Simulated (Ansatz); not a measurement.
# Ga: 5 runs along one coordinate

System: Ga (2 atoms in the cell).
Method: Kohn-Sham DFT of a periodic cell, PBE, Ansatz PAW, no spin polarisation (Ansatz 0.2.0).

The 5 runs differ only in the geometry, by a strain of the cell at fixed fractional positions. Against run 3, the strain is εzz = η. The structure derives from an entry of the Crystallography Open Database.

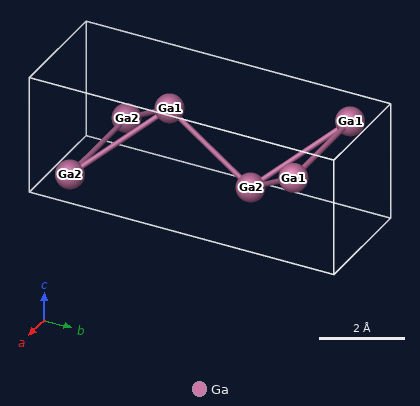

Figure 1. The structure of run 3 (ball-and-stick view of the cell 2 times as large as that of the calculation, set on its symmetry axes, seen at an oblique angle; atoms are numbered from 1 in the order of the input).

**Input of run 3**
```yaml
crystal:
  lattice:
    - [1.45, -4.065, 0.0]
    - [1.45, 4.065, 0.0]
    - [0.0, 0.0, 3.17]
  atoms:
    - { symbol: Ga, position: [0.133, 0.867, 0.75] }
    - { symbol: Ga, position: [0.867, 0.133, 0.25] }
hamiltonian:
  xc: pbe
  pseudopotentials: { kind: paw }
kpoints:
  mp_grid: { grid: [8, 8, 7] }
  band_path:
    path:
      - [[0.0, 0.0, 0.0], [0.2818093587, 0.2818093587, 0.0], [0.0, 0.5, 0.0], [0.0, 0.5, 0.5], [0.2818093587, 0.2818093587, 0.5], [0.0, 0.0, 0.5], [0.0, 0.0, 0.0], [-0.5, 0.5, 0.0], [-0.2818093587, 0.7181906413, 0.0], [-0.2818093587, 0.7181906413, 0.5], [-0.5, 0.5, 0.5], [-0.5, 0.5, 0.0]]
      - [[0.0, 0.0, 0.5], [-0.5, 0.5, 0.5]]
    npoints: 14
scf:
  occupations: { method: fermi_dirac, width: 0.05 }
  n_extra_bands: 6
output:
  forces: true
  stress: true
  eigenvalues: true
  fatbands: false
```

Command:
```bash
ansatz run input.yaml --threads 2 --pin off --max-ram 5632MiB --backend cpu --events-out ev --progress --plain --runs-dir out
```

Run 4 differs from it as follows:
```diff
-    - [0.0, 0.0, 3.17]
+    - [0.0, 0.0, 3.2334]
```

**Results, with one run withheld**

| run | strain parameter η (%) | free energy per atom, from the lowest run given (meV) | pressure (GPa) |
| --- | --- | --- | --- |
| 1 | −2.0000 | 6.70 | 2.74 |
| 2 | −1.0000 | 4.13 | 2.14 |
| 3 | 0.0000 | 2.58 | 1.61 |
| 4 | 2.0000 | ? | ? |
| 5 | 4.0000 | 0.00 | −0.24 |

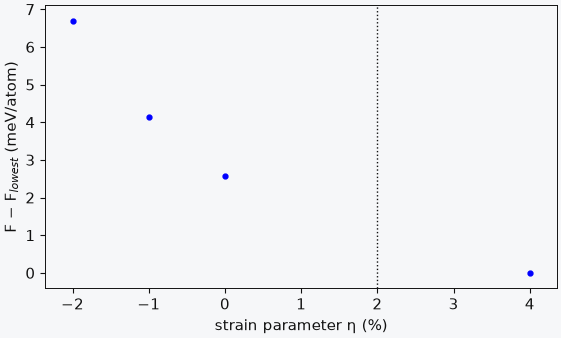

Figure 2. Free energy per atom of the runs given; the dotted line marks run 4.

Estimate the energy of run 4 from the others.

A quadratic polynomial in the coordinate, fitted to the 4 runs given, misses them by at most 0.18 meV per atom. With x = η − 0.2500, it reads F = 2.0881 − 1.4689 x + 0.24374 x² (meV per atom). At run 4 it gives 0.26 meV per atom, and the run itself gives 1.10. The fit has its minimum at η = 3.2633 %. So low a polynomial doesn't follow these energies more closely.

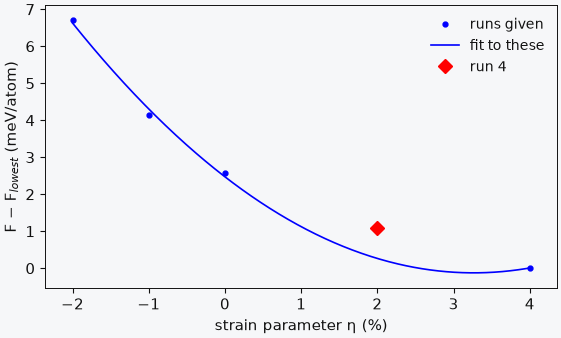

Figure 3. The fit and the withheld run.

**Output, shortened to warnings, some set-up lines, iterations and results (run 4)**
```
Basis set: ecut = 420 eV, 735 PW (Γ), exchange–correlation on 60×60×48 points (8 copies of the dense FFT grid, shifted against one another)
Symmetry: 8 space group operations
k-points: 84 of 448
Initial density: superposition of atomic densities (neutral atoms: chi_scale 0, normalization atom), corrected by the library's trained network
[...]
SCF iter   1: F=—  HF=-7565.975939 eV  |F-HF|=—  |Δ(HF+E_count)|=         —  Δρ=1.19e-3  dr2=5.41e-4  ethr=1.77e-3  ⟨swp⟩=5.6  Hψ=7790  notcnv=0  defer=20
SCF iter   2: F=—  HF=-7565.975527 eV  |F-HF|=—  |Δ(HF+E_count)|=   4.12e-4  Δρ=8.01e-4  dr2=2.84e-4  ethr=2.08e-6  ⟨swp⟩=2.0  Hψ=3188  notcnv=0  defer=23
SCF iter   3: F=—  HF=-7565.975504 eV  |F-HF|=—  |Δ(HF+E_count)|=   2.36e-5  Δρ=4.87e-4  dr2=1.43e-4  ethr=1.09e-6  ⟨swp⟩=2.0  Hψ=2339  notcnv=0  defer=23
SCF iter   4: F=—  HF=-7565.975516 eV  |F-HF|=—  |Δ(HF+E_count)|=   1.23e-5  Δρ=2.87e-4  dr2=3.82e-5  ethr=5.49e-7  ⟨swp⟩=1.4  Hψ=1575  notcnv=0  defer=23
SCF iter   5: F=—  HF=-7565.975521 eV  |F-HF|=—  |Δ(HF+E_count)|=   5.49e-6  Δρ=1.87e-4  dr2=7.30e-6  ethr=1.47e-7  ⟨swp⟩=1.9  Hψ=1649  notcnv=0  defer=23
SCF iter   6: F=—  HF=-7565.975518 eV  |F-HF|=—  |Δ(HF+E_count)|=   3.35e-6  Δρ=2.42e-5  dr2=1.71e-7  ethr=2.81e-8  ⟨swp⟩=2.0  Hψ=2411  notcnv=0  defer=23
SCF iter   7: F=-7565.975518 eV  HF=-7565.975518 eV  |F-HF|=9.05e-9  |Δ(HF+E_count)|=   6.03e-8  Δρ=7.31e-6  dr2=9.29e-9  ethr=3.85e-10  ⟨swp⟩=6.8  Hψ=8027  notcnv=0
SCF 1 converged in 7 iterations: F = -7565.975518 eV  dr2 = 9.29e-9
NSCF: frozen V_eff on 170 k-points
SCF converged after 7 iterations
Free energy (F): -7565.975518 eV
Harris-Foulkes:  -7565.975518 eV  (|F-HF|=9.05e-9)
Internal energy: -7565.966124 eV  (E = F + TS)
E sigma→0 (E₀):  -7565.970821 eV
Entropy (-TS):   -0.009394 eV (-4.697 meV/atom)
Fermi energy:    9.682413 eV
--- Per-component energies (eV) ---
  E_band       = -75.997652
  E_kinetic    = 229.588678
  E_local      = -3626.618092  (includes V_loc(G=0)·N_el)
  E_nonlocal   = 844.657557
  E_hartree    = 1702.398282
  E_xc         = -138.738553
  E_vxc        = -116.300052  (∫ρ·V_xc dr)
  E_paw        = -3971.553431  (= ΣΔE_a)
  E_vpaw       = -812.129181  (= ΣTr[D̂ρ^β])
  E_aug_tail   = -0.000239  (compensation charges beyond the density's cutoff)
  E_ewald      = -2605.700326
  E_smearing   = -0.009394  (= −TS)
  E_closure    = 0.000000  (closes the sum)
  Σ components = -7565.975518   (vs F -7565.975518, Δ=0.00e0)
--- Forces (eV/Å), atoms counted from 1 ---
  atom   1  Ga     0.00000000    -0.18026371     0.00000000
  atom   2  Ga     0.00000000     0.18026371     0.00000000
  max |Σ_I F_I| component: 0.00e0 eV/Å
--- Stress (GPa, compression-positive) ---
       -0.407328       0.000000       0.000000
        0.000000       2.038323       0.000000
        0.000000       0.000000       0.261679
  P = ⅓ Tr σ = 0.6309 GPa (6.309 kbar)
```
